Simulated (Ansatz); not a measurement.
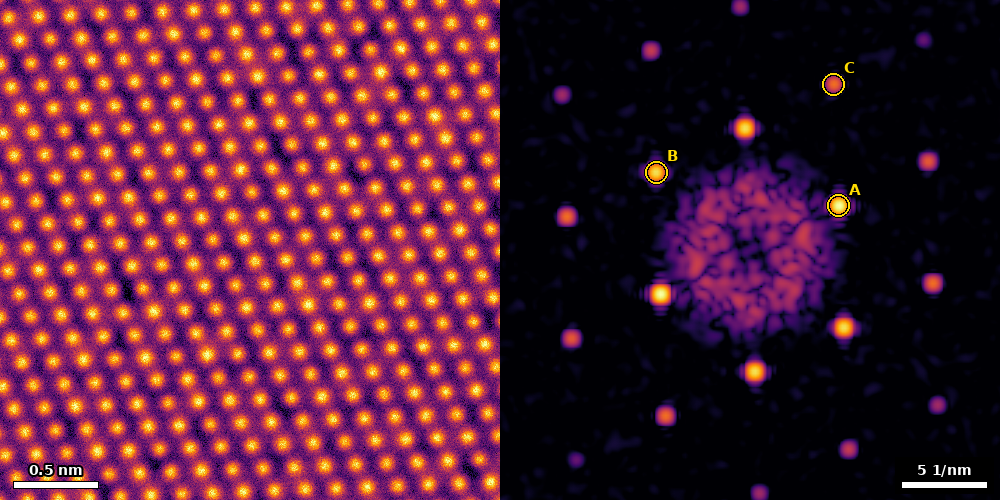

iDPC-like image of Ge (Im-3m, No. 229) along [210]. Simulated as the projected potential of neutral atoms (B = 0.8 Å²) blurred by a 0.54 Å probe, the thin-sample limit of integrated differential phase contrast. The display is stretched by a gamma of 0.65; percentages refer to the linear signal. Shot noise and the speckle of an amorphous layer were added. Structure: the geometry given to an electronic-structure calculation, possibly off equilibrium; the starting structure was generated, so it need not be a known form of this composition.

The right panel is the modulus of the image's Fourier transform on a logarithmic scale.

a = 3.382 Å, b = 3.382 Å, c = 3.382 Å, α = 90.00°, β = 90.00°, γ = 90.00°

**Index the marked spots and give their plane spacings (the zone axis points at the viewer; indices equivalent by symmetry, or all signs reversed, are as good).**

A: (0 0 -2), d = 1.69 Å; B: (-1 2 1), d = 1.38 Å; C: (-1 2 -3), d = 0.90 Å. A and B enclose 114°, and every spot obeys the zone law hu + kv + lw = 0 for [210].
